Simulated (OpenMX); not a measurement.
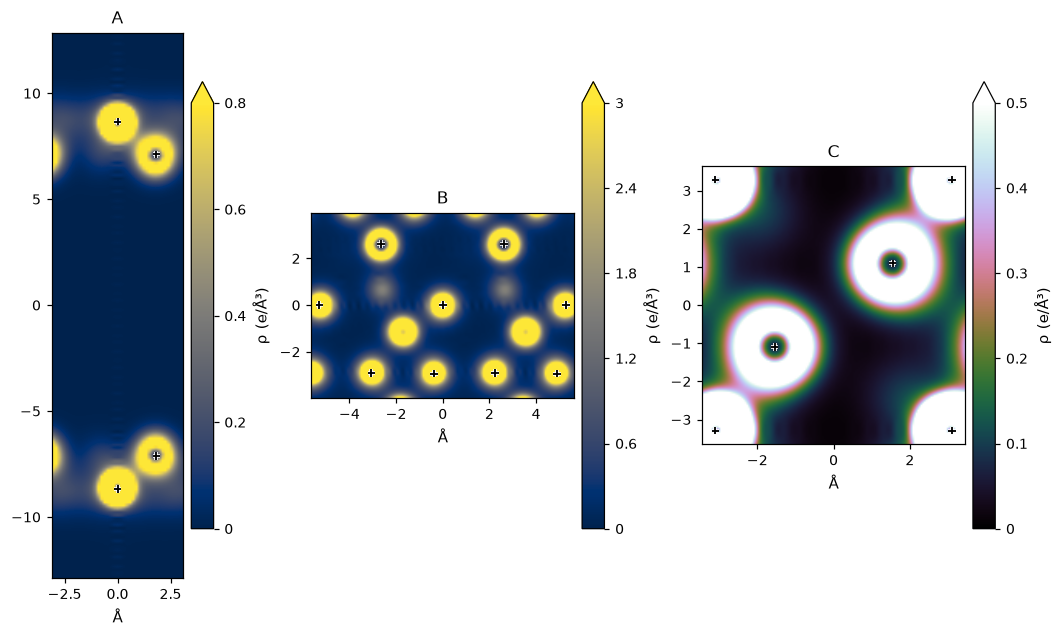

The valence pseudo-density of 3 systems, each on a plane through atoms (crosses mark nuclei in the plane).

Computed with Kohn-Sham DFT of a periodic cell, PBE, OpenMX 2013 PBE set (OpenMX).

System 1: ZrSe2, the (110) plane of the conventional cell. Space group P-3m1; not relaxed (largest force 0.6 eV/Å); computed pressure about 3 GPa in this cell.

```
Zr Se
1.0
     3.79800    0.00000    0.00000
    -1.89900    3.28916    0.00000
     0.00000    0.00000    6.19200
Zr Se
1 2
Cartesian
  0.0000 0.0000 0.0000
  1.8990 1.0964 4.6440
  0.0000 2.1928 1.5480
```

System 2: HfO2, the (11̄0) plane of the conventional cell. Space group P1; changed on purpose from its base cell (atoms moved at random by about 0.05 A); not relaxed (largest force 1.8 eV/Å).

System 3: MoS (slab), the (110) plane of the calculation cell, a cut from vacuum to vacuum. Not relaxed (largest force 0.4 eV/Å).

```
CELL_PARAMETERS angstrom
3.18413 0.00000 0.00000
-1.59206 2.75753 0.00000
0.00000 0.00000 32.33460
ATOMIC_POSITIONS crystal
Mo 0.00000 0.00000 0.23195
S 0.33333 0.66667 0.27993
S 0.33333 0.66667 0.72007
Mo 0.00000 0.00000 0.76805
```

Question: Match each panel to its system.

Answer: Panel A is system 3, MoS: the plane holds Mo and S. Mo–S (2.41 Å): the density is about 0.57 e/Å³ at the midpoint. Panel B is system 2, HfO2: the plane holds Hf and O. Panel C is system 1, ZrSe2: the plane holds Zr and Se. Zr–Se (2.68 Å): ρ at the midpoint is about 0.36 e/Å³.
